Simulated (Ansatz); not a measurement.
# Single-point calculation of LiH

LiH (2 atoms in the cell), computed with DFT PBE, scalar-relativistic, plane waves, PAW, no spin polarisation (Ansatz 0.2.0).

The structure derives from an entry of the Crystallography Open Database. It belongs to a series of runs on one base structure; here: strain -0.080 along x and y, -0.040 along z, atoms carried along. Figures and captions count atoms from 1; the log counts them from 0 in places.

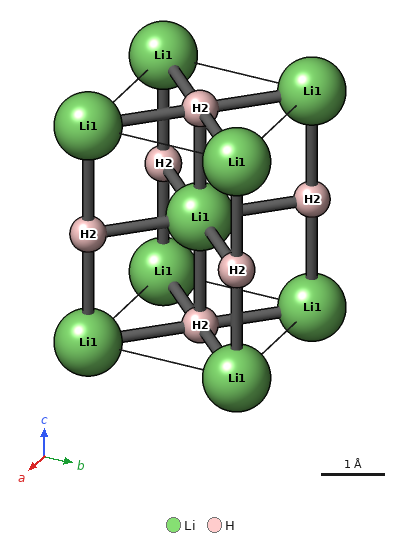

**Figure 1.** The structure as given in the input (ball-and-stick view of the cell 2 times as large as that of the calculation, set on its symmetry axes, seen at an oblique angle; atoms are numbered from 1 in the order of the input). An atom can appear more than once, as a periodic image.

The input:
```yaml
crystal:
  lattice:
    - [0.0, 1.8699, 1.9512]
    - [1.8699, 0.0, 1.9512]
    - [1.8699, 1.8699, 0.0]
  atoms:
    - { symbol: Li, position: [0.0, 0.0, 0.0] }
    - { symbol: H, position: [0.5, 0.5, 0.5] }
basis:
  ecutwfc: 420
kpoints:
  mp_grid: { grid: [10, 10, 10] }
hamiltonian:
  xc: pbe
scf:
  occupations: { method: gaussian, width: 0.05 }
output:
  forces: true
  stress: true
  eigenvalues: true
  write_density: true
  write_potential: true
  elf: true
  volumetric_format: npy
```

Run on 1 thread of Arm Neoverse V1, 24 GiB of memory available, shared host.

Launched with:
```bash
ansatz run input.yaml --threads 1 --pin off --max-ram 2560MiB --backend cpu --events-out ev --progress --plain --runs-dir out
```

What the program printed:
```
Engine: ansatz 0.2.0, aarch64-unknown-linux-gnu
Pseudopotentials: kind: paw
Pseudopotential: Li, paw, valence charge 3, recommended cutoff 420 eV (normal), Li.paw.azcp
Pseudopotential: H, paw, valence charge 1, recommended cutoff 420 eV (normal), H.paw.azcp
Functional definition: PBE
  parameter kappa = 0.804
  parameter beta = 0.06672455060314922
  exchange = pbe_x(kappa = kappa, mu = beta*pi^2/3)
  correlation = pbe_c(beta = beta)
Crystal: 2 atoms, lattice volume = 13.645 Å³
Basis set: ecut = 420 eV, 267 PW (Γ), exchange–correlation on 40×40×36 points (8 copies of the dense FFT grid, shifted against one another)
Bands: 6, of which v1, the nominal top of the filled ones, is band 2 counted from 1 (1 counted from 0)
Symmetry: 16 space group operations
Space group: I4/mmm (ITA 139), of the structure as read, at distance tolerance 2.4e-5 Å
k-points: 102 of 1000
Non-local potential: Li, projectors of the file, l = 0: 3, l = 1: 2, l = 2: 1
Non-local potential: H, projectors of the file, l = 0: 2, l = 1: 1
PAW form: soft (Blöchl's): semilocal exchange-correlation on the pseudo side does not see the compensation charge
PAW one-centre angular grid: Li, 110 points (default); XC on 64 Gauss nodes
PAW one-centre angular grid: H, 110 points (default); XC on 64 Gauss nodes
Initial density: superposition of atomic densities (neutral atoms: chi_scale 0, normalization atom), corrected by the library's trained network
Initial wavefunctions: pseudopotential atomic-orbital guess
Functional: x = pbe(κ = 0.804, μ = 0.2195149727645171), c = pbe(β = 0.06672455060314922)
SCF iter   1: F=—  HF=-221.332524 eV  |F-HF|=—  |Δ(HF+E_count)|=         —  Δρ=1.41e-3  dr2=1.26e-4  ethr=1.77e-3  ⟨swp⟩=4.9  Hψ=4915  notcnv=0
preconditioner: auto → none  [insulator: Δε(μ)=2.284 eV  Ē_g=15.638 eV  σ=0.050 eV  W_gap=1.00  n_scr=0 (ndim 8)  ℏωp=14.2 eV  f_vac=0.000  D(μ)=0.00/eV (n_scr^D=0)  ε∞_Penn≈1.8]
SCF iter   2: F=—  HF=-221.332567 eV  |F-HF|=—  |Δ(HF+E_count)|=   4.35e-5  Δρ=6.14e-4  dr2=2.19e-5  ethr=3.14e-6  ⟨swp⟩=1.4  Hψ=1466  notcnv=0
SCF iter   3: F=—  HF=-221.332592 eV  |F-HF|=—  |Δ(HF+E_count)|=   2.48e-5  Δρ=7.18e-5  dr2=5.04e-7  ethr=5.48e-7  ⟨swp⟩=2.0  Hψ=713  notcnv=0
iter 4 did not close the SCF: its close was put off for the readings that it lacked (scf_convergence_deferred on its scf_iter line)
SCF iter   4: F=-221.332593 eV  HF=-221.332593 eV  |F-HF|=9.84e-9  |Δ(HF+E_count)|=   6.37e-7  Δρ=1.55e-5  dr2=2.16e-8  ethr=1.26e-8  ⟨swp⟩=2.0  Hψ=714  notcnv=0
iter 5 did not close the SCF: its close was put off for the readings that it lacked (scf_convergence_deferred on its scf_iter line)
SCF iter   5: F=-221.332593 eV  HF=-221.332593 eV  |F-HF|=3.04e-11  |Δ(HF+E_count)|=   6.33e-9  Δρ=7.18e-7  dr2=2.88e-11  ethr=5.40e-10  ⟨swp⟩=1.2  Hψ=634  notcnv=0
SCF iter   6: F=-221.332593 eV  HF=-221.332593 eV  |F-HF|=8.53e-14  |Δ(HF+E_count)|=  4.57e-11  Δρ=4.21e-8  dr2=8.18e-14  ethr=1.00e-12  ⟨swp⟩=3.0  Hψ=1978  notcnv=0
SCF 1 converged in 6 iterations: F = -221.332593 eV  dr2 = 8.18e-14
  greatest PAW one-centre occupation: 1.000 electrons in one spin orbital (limit 2), on the Li atom at site 0 (counted from 0), in its partial waves of l = 0
```

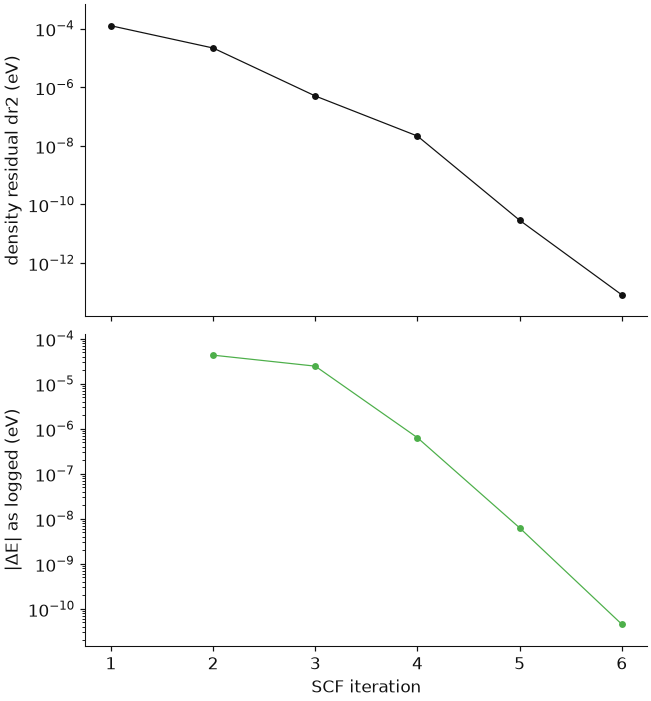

**Figure 2.** Convergence of the self-consistent field: density residual dr2 and size of the energy change against the SCF iteration. The residual falls at every step.

```
SCF converged after 6 iterations
Free energy (F): -221.332593 eV
Harris-Foulkes:  -221.332593 eV  (|F-HF|=8.53e-14)
Internal energy: -221.332593 eV  (E = F + TS)
E sigma→0 (E₀):  -221.332593 eV
Fermi energy:    2.968215 eV
--- Per-component energies (eV) ---
  E_band       = -86.848135
  E_kinetic    = 37.477764
  E_local      = -118.441188  (includes V_loc(G=0)·N_el)
  E_nonlocal   = -31.537606
  E_hartree    = 32.964587
  E_xc         = -20.786860
  E_vxc        = -26.865585  (∫ρ·V_xc dr)
  E_paw        = -21.614735  (= ΣΔE_a)
  E_vpaw       = -13.409394  (= ΣTr[D̂ρ^β])
  E_aug_tail   = -0.001299  (compensation charges beyond the density's cutoff)
  E_ewald      = -99.393256
  E_smearing   = -0.000000  (= −TS)
  E_closure    = 0.000000  (closes the sum)
  Σ components = -221.332593   (vs F -221.332593, Δ=0.00e0)
--- Forces (eV/Å), atoms counted from 1 ---
  atom   1  Li     0.00000000     0.00000000    -0.00000000
  atom   2  H      0.00000000    -0.00000000    -0.00000000
  max |Σ_I F_I| component: 9.89e-31 eV/Å
--- Stress (GPa, compression-positive) ---
        9.665328      -0.000000       0.000000
       -0.000000       9.665328       0.000000
        0.000000       0.000000       4.651954
  P = ⅓ Tr σ = 7.9942 GPa (79.942 kbar)
--- Band table (eV; the first three rows and the last of 102) ---
  k-point 0: bands = ["-42.4651", "-4.3805", "20.0018", "21.2345", "21.2345", "21.6248"]
  k-point 1: bands = ["-42.4569", "-4.1964", "18.0061", "20.4427", "20.8726", "20.9612"]
  k-point 2: bands = ["-42.4354", "-3.6562", "14.1995", "19.0078", "20.1433", "20.3029"]
  k-point 101: bands = ["-42.3620", "1.4628", "4.1186", "13.8690", "13.8690", "17.2361"]
```

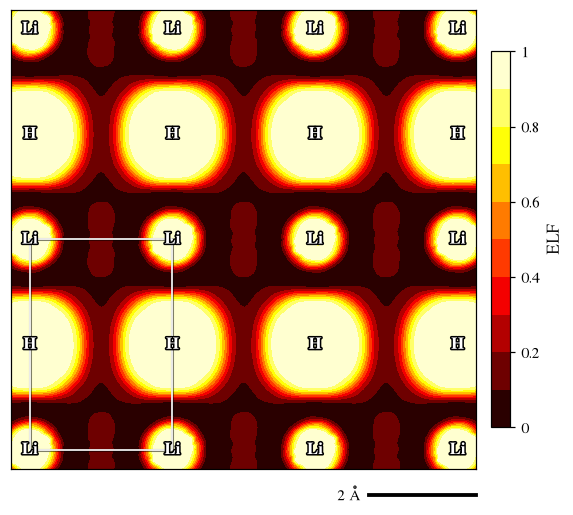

**Figure 3.** ELF on the (100) plane of the conventional cell. Li–H (1.95 Å): the ELF climbs to about 1 towards the hydrogen, as it does in any bond to H. The strong features right at Li lie inside the PAW spheres (semicore, d or f shells) and say nothing about bonding. Core electrons are frozen (PAW), so the fields are smoothed inside the atomic spheres.

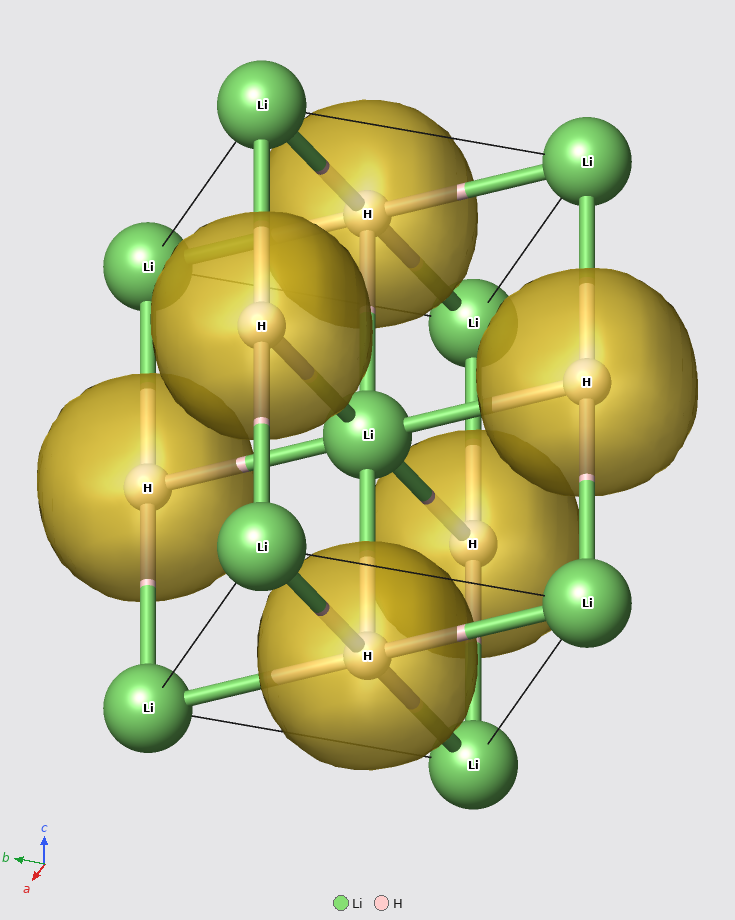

**Figure 4.** Isosurface of the ELF at 0.8 (yellow), seen at an oblique angle. Core shells and regions of very low density are left out. Sticks mark near contacts. The outline is the cell set on symmetry axes. Along the contacts the grid gives the following. Li–H (1.87 Å): the ELF climbs to about 1 towards the hydrogen. Li–H (1.95 Å): the ELF climbs to about 1 towards the hydrogen.

Results in brief:

| quantity | value |
| --- | --- |
| outcome | converged |
| space group (tolerance 0.01 Å) | I4/mmm (139) |
| electrons treated | 4 |
| free energy | −221.3326 eV |
| Fermi energy | 2.968 eV |
| gap on the k-point mesh | 2.30 eV |
| pressure | 7.99 GPa |
| largest force (length of the vector) | under 0.001 eV/Å |
| wall time | 1.3 s |
| peak memory | 0.25 GiB |
